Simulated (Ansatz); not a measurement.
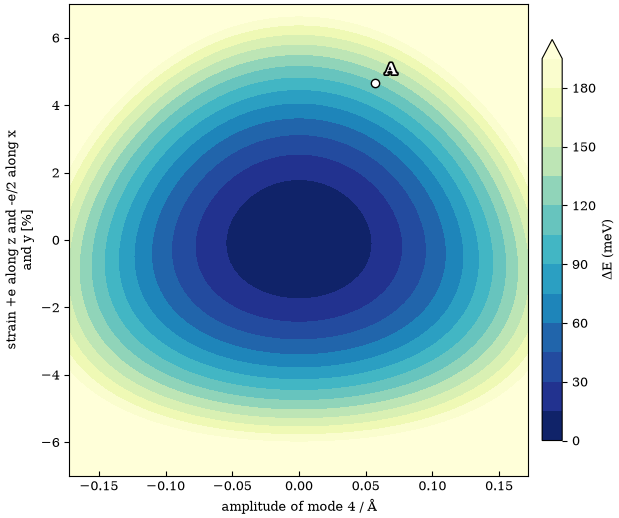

ZrC (Fm-3m, No. 225; 2 atoms in the cell). The energy is mapped over a normal mode and a strain (zone-centre modes of the 2-atom cell of this scan) (x, y and z along the cube axes). The first coordinate is: amplitude of mode 4 (450 cm⁻¹), largest displacement in the unstrained cell; the second: strain +e along z and -e/2 along x and y. Nothing is relaxed (the pattern is fixed in fractional coordinates). The grid has 7 × 7 points; 28 points were computed and 21 follow by symmetry. Points are written as (first, second). Energies are in meV per cell, from the lowest grid point. Level of theory: Ansatz, DFT LDA, scalar-relativistic, plane waves, PAW. Settings: cutoff 520 eV, k-mesh 16×16×16, gaussian smearing 0.15 eV, no spin polarisation.

The picture shows filled contours, one colour for all values above the top of the scale, the point A. Between grid points the surface is interpolated.

**Is A at rest? If not, where is it pushed?**

A, at (0.057 Å, 4.67 %), is not a stationary point. The computed force is 730 meV for each Å towards smaller values of the first coordinate and 42 meV for each 1 % towards smaller values of the second coordinate.
